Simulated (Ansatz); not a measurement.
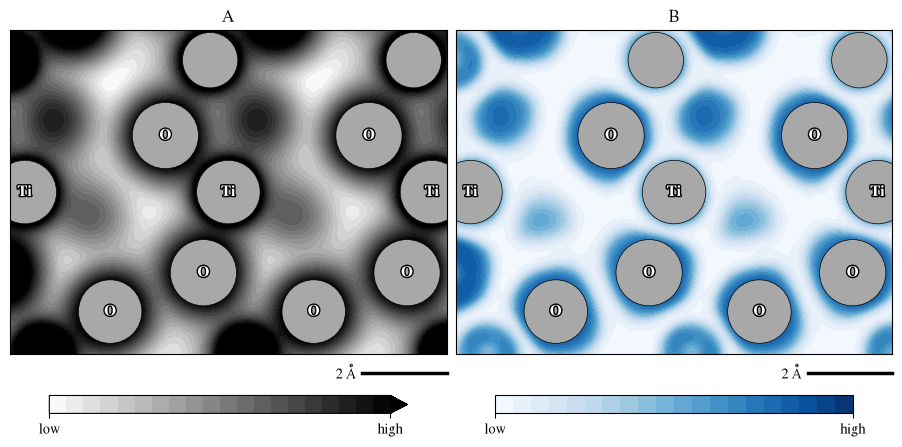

TiO2: 2 fields on the (011̄) plane of the conventional cell, with unlabelled colour scales. Grey discs cover the atomic cores.

Space group P2₁/c; a structure from a database of computed crystals, not necessarily the ambient phase; computed without spin polarisation.

Computed with Ansatz 0.2.0, DFT, r2SCAN, plane-wave PAW, default files, scalar-relativistic.

```xyz
12
Lattice="4.8127 0.0000 0.0000 0.0000 4.8719 0.0000 -0.8629 0.0000 4.9666" Properties=species:S:1:pos:R:3 pbc="T T T"
Ti    0.7199    2.1787    3.5419
Ti    2.7985    4.6146    3.9080
Ti    3.2299    2.6932    1.4247
Ti    1.1513    0.2573    1.0586
O     1.3092    3.6167    4.8016
O     2.2092    1.1808    2.6483
O     2.6406    1.2551    0.1650
O     1.7406    3.6911    2.3183
O     0.0039    1.5738    1.7461
O     4.3774    4.0097    0.7372
O     3.9459    3.2981    3.2205
O    -0.4276    0.8622    4.2294
```

Match the panels to the quantities (electron localisation function and valence pseudo-density).

Answer. Panel A: valence pseudo-density. Panel B: electron localisation function. From the grid: Ti–O (2.00 Å): the density is about 0.64 e/Å³ at the midpoint; the ELF peaks at about 0.85 in the valence shell of O, 0.6 Å from its nucleus, and is about 0.20 at the midpoint (no localised pair shows between them).
